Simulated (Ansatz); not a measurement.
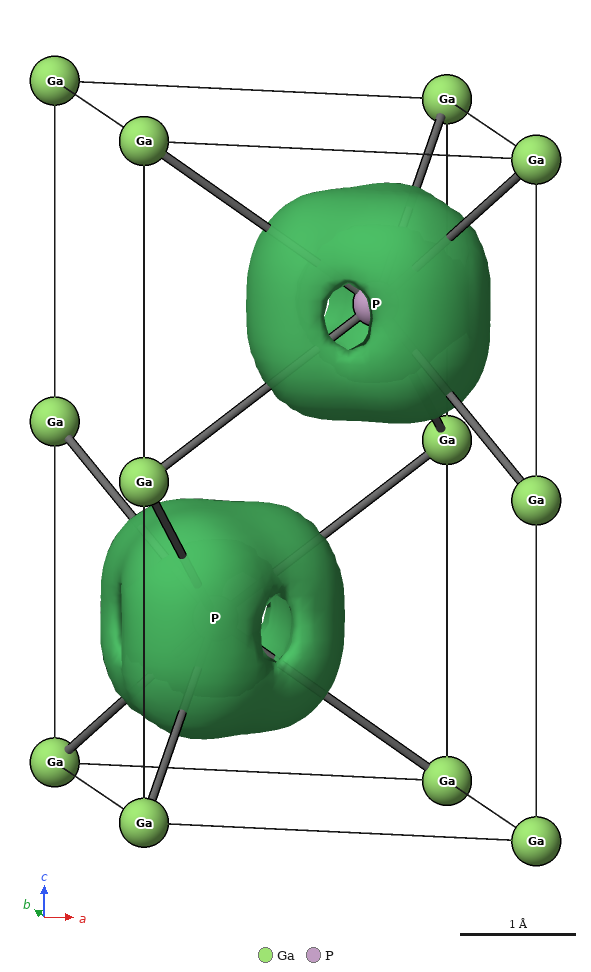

Figure. GaP. Isosurface of the electron localisation function at 0.75 (green), seen slightly off an axis. Core shells and regions of very low density are left out. Sticks mark near contacts.

Space group P6₃/mmc; started from the NiAs prototype, which need not be the ambient phase.

The calculation used Ansatz 0.2.0, DFT, HSE06, plane waves, PAW.

Input file:

```
crystal:
  lattice:
    - [3.5965004571, 0.0, 0.0]
    - [-1.7982502286, 3.1146607606, 0.0]
    - [0.0, 0.0, 6.0305309388]
  atoms:
    - { symbol: Ga, position: [0.0, 0.0, 0.0] }
    - { symbol: Ga, position: [0.0, 0.0, 0.5] }
    - { symbol: P, position: [0.3333333333, 0.6666666667, 0.25] }
    - { symbol: P, position: [0.6666666667, 0.3333333333, 0.75] }
kpoints:
  mp_grid: { grid: [6, 6, 2] }
hamiltonian:
  xc: hse06
scf:
  occupations: { method: fermi_dirac, width: 0.02 }
  n_extra_bands: 5
output:
  forces: true
  stress: true
  eigenvalues: true
  write_density: true
  write_potential: true
  elf: true
  volumetric_format: npy
```

Launched as:

```sh
ansatz run input.yaml --threads 4 --pin off --max-ram 3686MiB --backend cpu --events-out ev --progress --plain --runs-dir out
```

Below, planes, directions and counts refer to the conventional cell (a = 3.60 Å, b = 3.60 Å, c = 6.03 Å, α = 90.00°, β = 90.00°, γ = 120.00°).

Describe the localisation domains.

The ELF exceeds this value in two regions wrapped around P (the valence shell of each), counted in one cell of 4 atoms. Any copies at cell faces, edges or corners count once.

Values along the shortest contacts:
Ga–P (2.57 Å): the ELF peaks at about 0.85 in the valence shell of P, 0.9 Å from its nucleus, and is about 0.65 at the midpoint.
